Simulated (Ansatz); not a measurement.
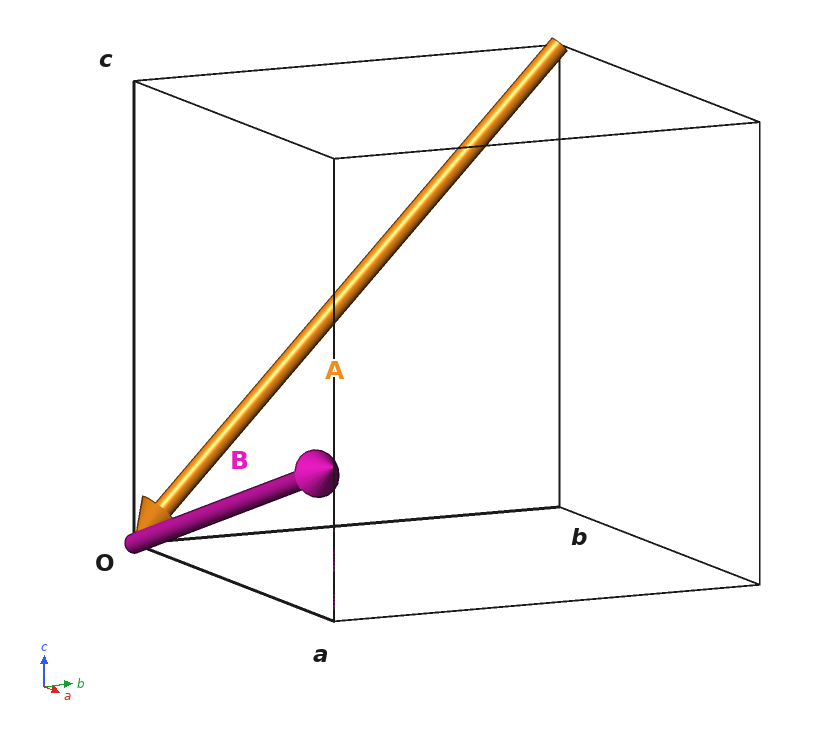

For C, the geometry relaxed with DFT, BLYP, plane waves (420 eV) with PAW, scalar-relativistic (Ansatz 0.2.0); the starting structure was generated, so it need not be a known form of this composition: each arrow starts at a corner of the unit cell and ends on its surface; where a tip isn't a corner, dashed lines run from it parallel to the axes. The drawing is computed from the coordinates (standard cell, symmetry found to 0.002 Å).

a = 3.204 Å, b = 3.204 Å, c = 3.204 Å, α = 90.00°, β = 90.00°, γ = 90.00°.

Q: Index the directions.

A: Arrow A runs from (0, 1, 1) to (0, 0, 0), so [0 −1 −1]; Arrow B runs from (0, 0, 0) to (1, 0, 1/3), so [3 0 1].

Q: How long is the vector ua + vb + wc in each case, and what angles do the directions make?

A: A 4.531 Å; B 10.132 Å. A–B: 102.9°.
